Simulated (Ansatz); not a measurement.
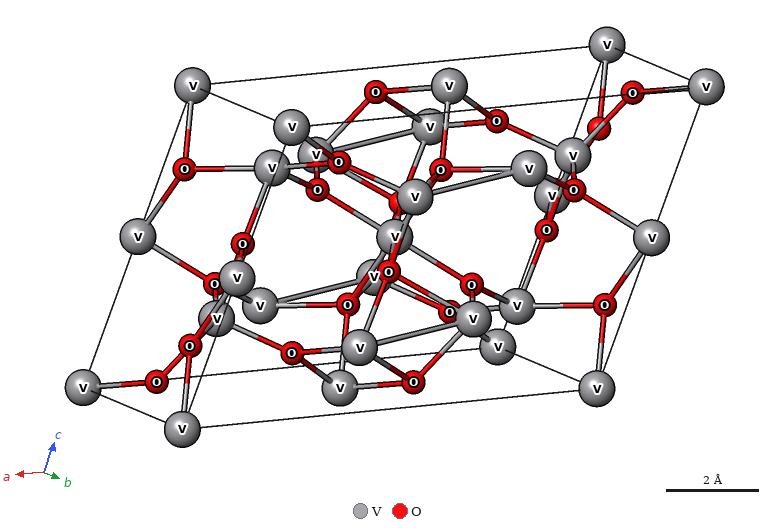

Ball-and-stick representation of a periodic structure, projected from a general direction. One conventional unit cell is framed, with atoms on its boundary repeated. Cell: a = 10.032 Å, b = 4.972 Å, c = 7.002 Å, α = 90.00°, β = 112.21°, γ = 90.00°.

The formula is V$_{3}$O$_{5}$. Space group C2/c (No. 15), lattice base-centred monoclinic. Content of the cell: 12 V, 20 O (Z = 4). Numbers of contacts at bonding distance: V 6 to 7 (mean 6.7) and O 3 to 4 (mean 3.6). Not all metal-metal contacts are counted.

The structure was taken from a structure listed in the Materials Project. The structure drawn was relaxed with DFT r2SCAN, scalar-relativistic, plane waves, PAW (Ansatz).
